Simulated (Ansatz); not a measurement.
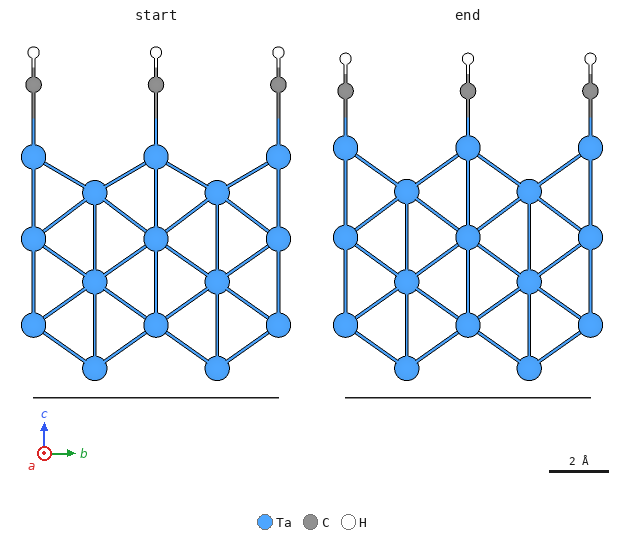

The structure of a slab of composition Ta6HC (cut from the Fm-3m phase) before (left) and after (right) a constrained relaxation, at one scale.

Style: ball-and-stick. Shown: the 3 × 2 repeat of the cell, outlined in the plane, without the vacuum, along the a axis.

Case: CH put at a top Ta site. The slab is the (1 1 0) face of Ta with CH on it. 3 atoms are held fixed.

Level of theory: DFT PBEsol, scalar-relativistic, plane waves, PAW (Ansatz). (plane-wave cutoff 420 eV; k-point mesh 10 × 7 × 1; occupations gaussian; smearing width 0.1 eV; no spin polarisation; dipole correction; atoms relaxed in a fixed cell; force threshold 0.03 eV/Å; at most 70 steps)

Summarise the run.

Over 5 accepted moves (6 points after the start) the energy falls by 1.486 eV per cell of the calculation. Largest force component: 4.3 eV/Å at the start, 0.0085 eV/Å at the end. 1 step only repeated the SCF at the same geometry. The atom that moves furthest is a Ta atom (0.31 Å along the normal (+c)). By element the largest moves are Ta 0.31 Å, H 0.21 Å, C 0.21 Å. The lattice vectors keep their values. Some distances before and after: C–Ta 2.460 → 1.941 Å, Ta–Ta 2.801 → 3.052 Å, Ta–Ta 2.833 → 2.958 Å, Ta–Ta 2.937 → 2.992 Å. Cost: 64 s on 2 threads of Intel(R) Xeon(R) 6975P-C (Granite Rapids) (shared host), peak memory 0.79 GiB.

Limits of the set-up: the periodic images lie only 3.0 Å apart, so the values are limited by the cell's size.
